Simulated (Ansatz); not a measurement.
Input of the run:

```
crystal:
  lattice:
    - [3.0638392697, 0.0, 0.0]
    - [-1.5319196349, 2.6533626407, 0.0]
    - [0.0, 0.0, 25.006457153]
  atoms:
    - { symbol: Ti, position: [0.6666666667, 0.3333333333, 0.2999225342] }
    - { symbol: C, position: [0.0, 0.0, 0.3499419006] }
    - { symbol: Ti, position: [0.3333333333, 0.6666666667, 0.3999612671] }
    - { symbol: C, position: [0.6666666667, 0.3333333333, 0.4499806335] }
    - { symbol: Ti, position: [0.0, 0.0, 0.5] }
    - { symbol: C, position: [0.3333333333, 0.6666666667, 0.5500193665] }
    - { symbol: Ti, position: [0.6666666667, 0.3333333333, 0.6000387329] }
    - { symbol: C, position: [0.0, 0.0, 0.6500580994] }
    - { symbol: Ti, position: [0.3333333333, 0.6666666667, 0.7000774658] }
basis:
  ecutwfc: 420
kpoints:
  mp_grid: { grid: [18, 18, 1] }
hamiltonian:
  xc: pbe
scf:
  occupations: { method: gaussian, width: 0.1 }
output:
  forces: true
  stress: true
  eigenvalues: true
efield:
  axis: 3
  dipole_correction: true
  ramp_width: 0.04
```

Command:
```bash
ansatz run input.yaml --threads 1 --pin off --max-ram 2560MiB --backend cpu --events-out ev --progress --plain --runs-dir out
```

What does the potential across the slab give for the work function?

The work function is 4.59 eV, the same on both faces. The two vacuum levels agree, so the slab has no net dipole along its normal. The outermost atoms are 10.0 Å apart, which leaves 15.0 Å of vacuum in a cell 25.0 Å high.

The atoms aren't at rest in this cell (largest force 2.1 eV/Å), so the relaxed material can differ.

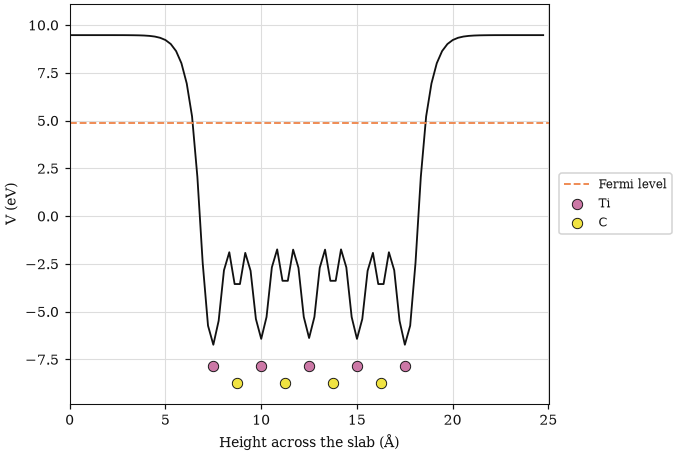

Plane-averaged electrostatic potential energy of an electron across the slab; circles at the bottom mark the heights of the atoms.
